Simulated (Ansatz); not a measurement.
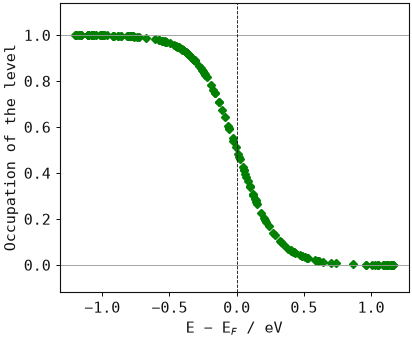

Occupations of the one-electron levels of the k mesh against their energy, from a run on AlNi, space group Cmmm (No. 65), 2 atoms in the cell, with Ansatz.

Q: Name the smearing function and its width.

A: Fermi-Dirac smearing with a width of 0.15 eV. The occupations stay between 0 and 1 and have long exponential tails; the slope at the Fermi level is 1/(4 × width).
